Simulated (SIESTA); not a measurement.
## A series of single points on GeSi

System: GeSi (4 atoms in the cell).
Method: Kohn-Sham DFT of a periodic cell, LDA, PseudoDojo 0.4 standard, converted to PSML, no spin polarisation (SIESTA 5.4.2).

The 7 runs differ only in the geometry, by an even scaling of the cell at fixed fractional positions. The structure derives from a Materials Project entry.

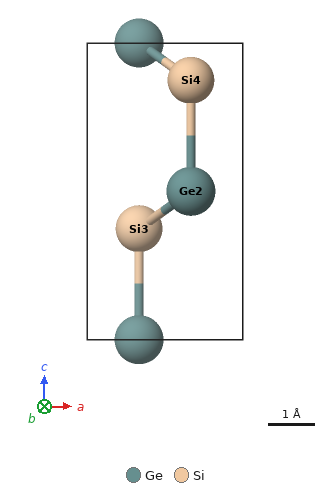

Figure 1. The structure of run 4 (ball-and-stick view of the cell of the calculation, along the b axis; atoms are numbered from 1 in the order of the input). An atom can appear more than once, as a periodic image.

**Input of run 4**
```
SystemName                      SiGe
SystemLabel                     SiGe
NumberOfSpecies                 2
NumberOfAtoms                   4
%block ChemicalSpeciesLabel
  1  32 Ge
  2  14 Si
%endblock ChemicalSpeciesLabel

LatticeConstant                 1.0 Ang
%block LatticeVectors
     3.9044512986     0.0000000000     0.0000000000
    -1.9522256493     3.3813540124     0.0000000000
     0.0000000000     0.0000000000     6.4507830000
%endblock LatticeVectors
AtomicCoordinatesFormat         Fractional
%block AtomicCoordinatesAndAtomicSpecies
     0.3333333333     0.6666666667     0.0003920000  1  Ge
     0.6666666667     0.3333333333     0.5003920000  1  Ge
     0.3333333333     0.6666666667     0.3746070000  2  Si
     0.6666666667     0.3333333333     0.8746070000  2  Si
%endblock AtomicCoordinatesAndAtomicSpecies

%block kgrid.MonkhorstPack
    8   0   0  0.0
    0   8   0  0.0
    0   0   4  0.0
%endblock kgrid.MonkhorstPack
XC.Functional                   LDA
XC.Authors                      PW92
PAO.BasisSize                   DZP
PAO.EnergyShift                 0.003 Ry
Mesh.Cutoff                     800 Ry
OccupationFunction              FD
ElectronicTemperature           0.05 eV
MaxSCFIterations                120
SCF.MustConverge                false
SCF.Mixer.Method                Pulay
SCF.Mixer.Weight                0.25
SCF.Mixer.History               8
SCF.DM.Tolerance                5.0e-05
SCF.H.Tolerance                 1.0e-03 eV
WriteForces                     true
Charge.Mulliken                 end
%block PAO.Basis
  Ge 4
  n=4 0 2
    5.960 0.000
  n=4 1 2
    8.098 0.000
  n=3 2 2
    3.189 0.000
  n=4 2 1
    8.098
%endblock PAO.Basis
```

Command:
```bash
siesta SiGe.fdf > SiGe.out 2>&1
```

Lattice vectors (Å) and fractional positions of run 4:
```
   3.904451    0.000000    0.000000
  -1.952226    3.381354    0.000000
   0.000000    0.000000    6.450783
Ge  0.333333  0.666667  0.000392
Ge  0.666667  0.333333  0.500392
Si  0.333333  0.666667  0.374607
Si  0.666667  0.333333  0.874607
```

Run 5 differs from it as follows:
```diff
-     3.9044512986     0.0000000000     0.0000000000
-    -1.9522256493     3.3813540124     0.0000000000
-     0.0000000000     0.0000000000     6.4507830000
+     3.9303093455     0.0000000000     0.0000000000
+    -1.9651546728     3.4037477379     0.0000000000
+     0.0000000000     0.0000000000     6.4935046622
```

**Results, with one run withheld**

```tsv
run	volume per atom (Å³)	free energy per atom, from the lowest run given (meV)	pressure (GPa)	gap on the mesh (eV)
1	20.014	11.60	4.15	0.37
2	20.440	3.29	2.16	0.40
3	20.866	0.00	0.37	0.44
4	21.291	1.19	−1.22	0.40
5	21.717	?	?	?
6	22.143	15.14	−3.92	0.29
7	22.569	27.08	−5.04	0.23
```

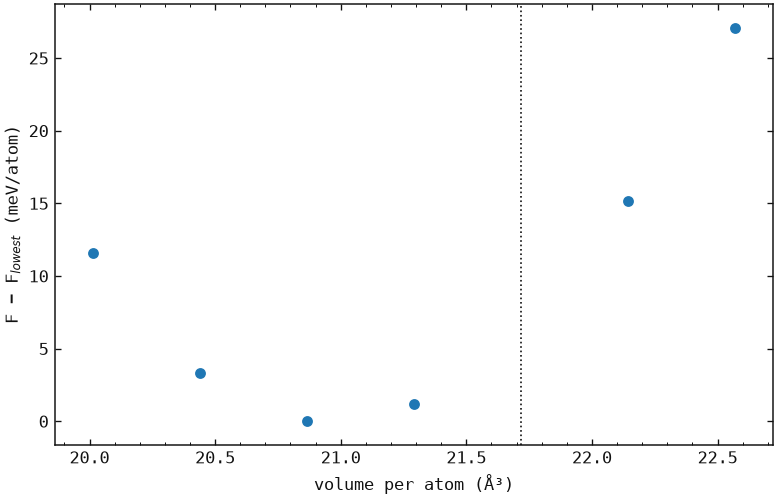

Figure 2. Free energy per atom of the runs given; the dotted line marks run 5.

Fit the runs given and predict run 5.

A cubic polynomial in V^(−2/3) (the Birch–Murnaghan form), fitted to the 6 runs given, misses them by under 0.01 meV per atom. With x = V^(−2/3) − 0.13060 Å⁻², it reads F = 0.51882 − 1303.7 x + 6.8281e+05 x² + 1.6237e+06 x³ (meV per atom). At run 5 it gives 6.38 meV per atom, and the run itself gives 6.38. The slope of the fit gives a pressure −dF/dV of −2.65 GPa there, and the run prints −2.65 GPa. The fit has its minimum at 20.958 Å³ per atom, where V d²F/dV² gives 80.8 GPa. Cell shape and fractional positions are held, so this is the stiffness under even scaling; the relaxed bulk modulus wasn't computed. The gap on the mesh lies between 0.23 eV (run 7) and 0.44 eV (run 3); run 5 has 0.34 eV. These are gaps of this functional on this mesh, which can miss the band edges; they aren't the measured gap.

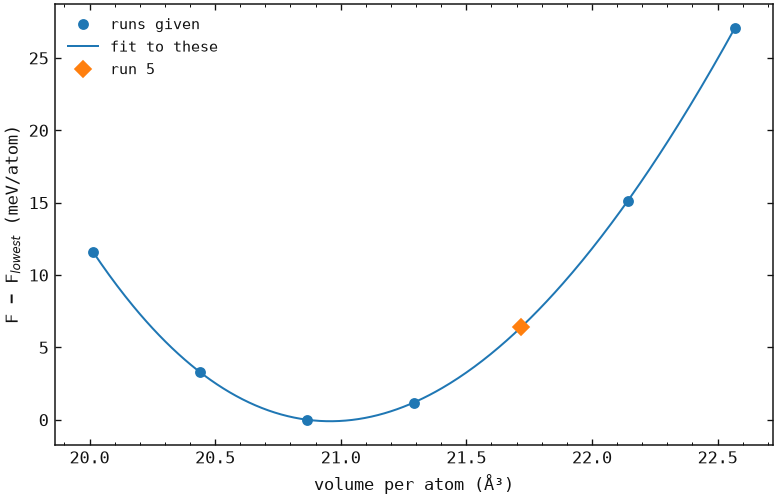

Figure 3. The fit and the withheld run.

**Some lines of the output (run 5)**
```
[...]
outcell: Cell volume (Ang**3)        :     86.8687
stepf: Fermi-Dirac step function
siesta: Etot    =     -5087.150166
siesta: FreeEng =     -5087.150249
        iscf     Eharris(eV)        E_KS(eV)     FreeEng(eV)     dDmax    Ef(eV) dHmax(eV)
siesta: E_KS(eV) =            -5087.2190
siesta: E_KS - E_eggbox =     -5087.2190
siesta: Etot    =     -5087.218979
siesta: FreeEng =     -5087.219204
siesta:         Fermi =      -4.821424
siesta: Cell volume =         86.868687 Ang**3
    Orbital volume contribution        =           4.660200 eV
```

Notes: Points of doubt noted for this run: mulliken charges of long orbitals. With a small basis of atomic orbitals these values can differ much from converged plane-wave results.
